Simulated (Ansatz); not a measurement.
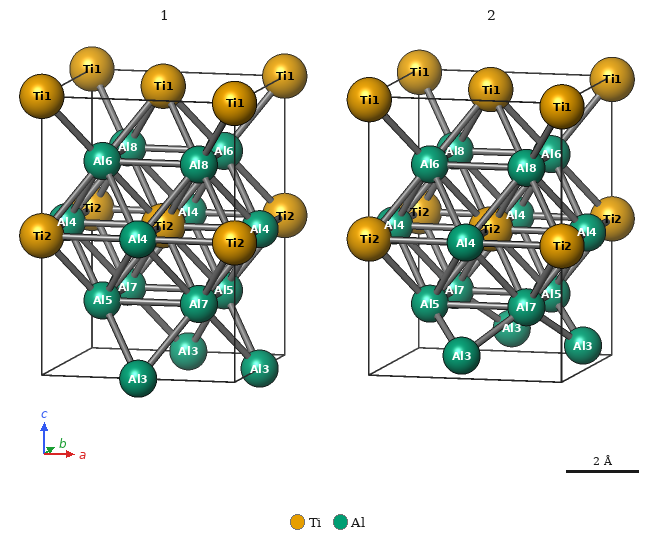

Two geometries of a crystal of TiAl3 (set up in P1), drawn at one scale. One is the start of a relaxation, the other its converged end. A ball-and-stick model of the larger cell on standard axes (2 times the calculation's cell), seen slightly off an axis.

The calculation used DFT r2SCAN, scalar-relativistic, plane waves, PAW (Ansatz). Settings: plane-wave cutoff 500 eV; k-point mesh 8 × 8 × 4; occupations gaussian; smearing width 0.15 eV; no spin polarisation; cell and atoms relaxed; force threshold 0.01 eV/Å; at most 80 steps.

Question: Which one is relaxed?

Answer: Structure 1 is the relaxed one. The largest move is that of Al3, 0.66 Å along [1 0 −3]. By element the largest moves are Al 0.66 Å, Ti 0.09 Å. The cell doesn't change. Some distances before and after: Al3–Al6 3.427 → 2.798 Å, Al3–Al8 3.403 → 2.798 Å, Al3–Al5 2.242 → 2.796 Å, Al3–Al8 (another image) 3.323 → 2.798 Å. Within 0.06 Å the space group is Cm at the start and Pm-3m at the end; at a tighter tolerance small leftover displacements or strains of the cell lower it. The energy falls by 275 meV per atom in 4 accepted moves (5 points after the start). Largest force component: 6.1 eV/Å at the start, 0.0068 eV/Å at the end. The pressure goes from 6.53 to −0.01 GPa. At 1 point the geometry stayed and the basis and grid were re-selected for the new cell (energy shift of less than 0.05 meV per atom at most each time). The run took 5.2 min on 2 threads of Arm Neoverse V2 (shared host), peak memory 0.89 GiB.
